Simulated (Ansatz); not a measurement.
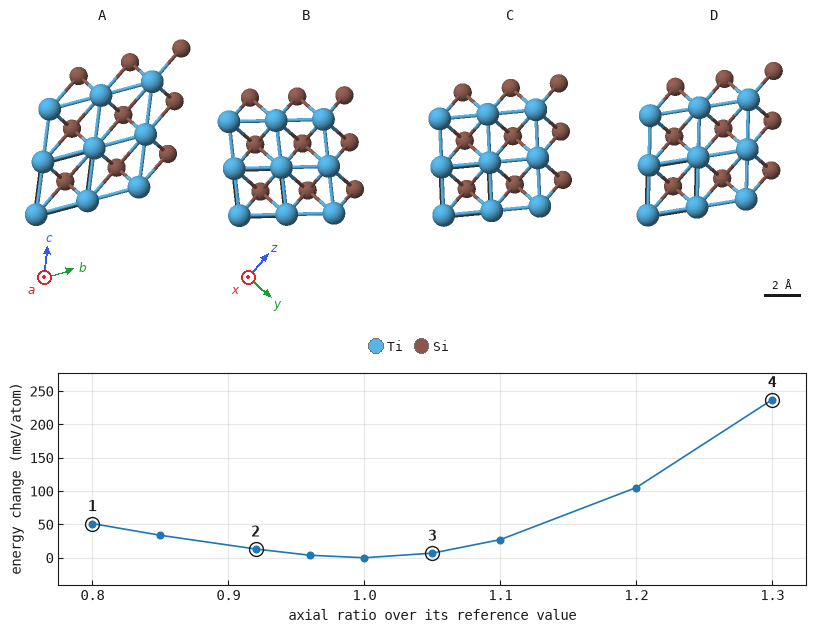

Energy scan for a crystal of TiSi (Cmmm), in which the ratio of the cell's length along z to its lengths across, counted as 1 for the reference, is changed at fixed volume (a c/a path), with the atoms kept at their fractional coordinates. x, y and z are the Cartesian axes of the input. The frames are shuffled; the numbered points of the plot belong to them. A ball-and-stick model of the cell of the calculation, repeated 2 × 3 × 3 with one cell outlined, seen along the a axis.

Level of theory: DFT PBEsol, scalar-relativistic, plane waves, PAW in Ansatz 0.2.0. Settings: plane-wave cutoff 420 eV; k-point mesh 18 × 24 × 24; occupations gaussian; smearing width 0.15 eV; no spin polarisation. Energies (free energies at the smearing named) are counted from the relaxed crystal.

> Match the frames to the points.

Point 1 is frame B (the relative ratio 0.80, 51.3 meV/atom); 2 is frame C (the relative ratio 0.92, 13.1 meV/atom); 3 is frame D (the relative ratio 1.05, 6.9 meV/atom); 4 is frame A (the relative ratio 1.30, 237.3 meV/atom). The lowest computed point lies at the relative ratio 1.00 (0.0 meV/atom). At the ends of the scan the energy is 51.3 meV/atom (0.80) and 237.3 meV/atom (1.30). The distortion keeps the space group Cmmm. At the relative ratio 1.30 the cell of the drawing goes a 3.793 → 3.476 Å, b 2.742 → 2.964 Å, c 2.742 → 2.964 Å, α 82.2° → 67.7°.
